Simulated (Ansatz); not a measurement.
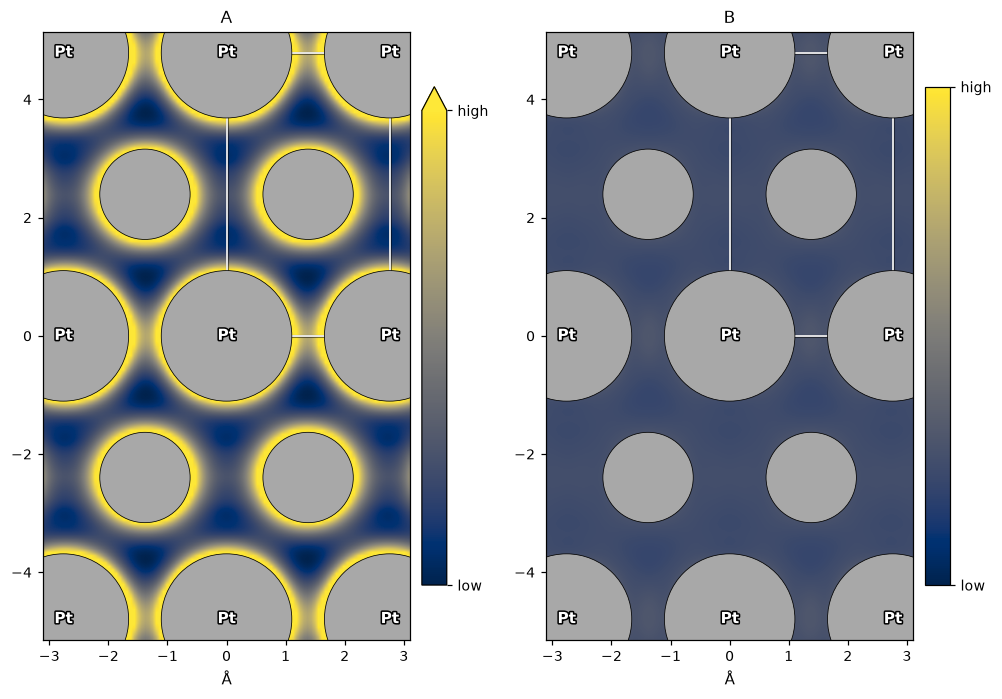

Pt: 2 fields on the (010) plane of the conventional cell, with unlabelled colour scales. Grey discs cover the atomic cores.

Space group P6₃/mmc; a structure from a database of computed crystals, not necessarily the ambient phase; the program warned that a starting moment wasn't kept.

The calculation used Kohn-Sham DFT of a periodic cell, PBE, spin-orbit coupling, Ansatz PAW (Ansatz 0.2.0).

The panels show electron localisation function and valence pseudo-density in some order. Assign them.

Answer. Panel A: valence pseudo-density. Panel B: electron localisation function. From the grid: Pt–Pt (2.76 Å): ρ is about 0.39 e/Å³ halfway; the ELF is about 0.30 at the midpoint: no shared electron pair shows on this line.
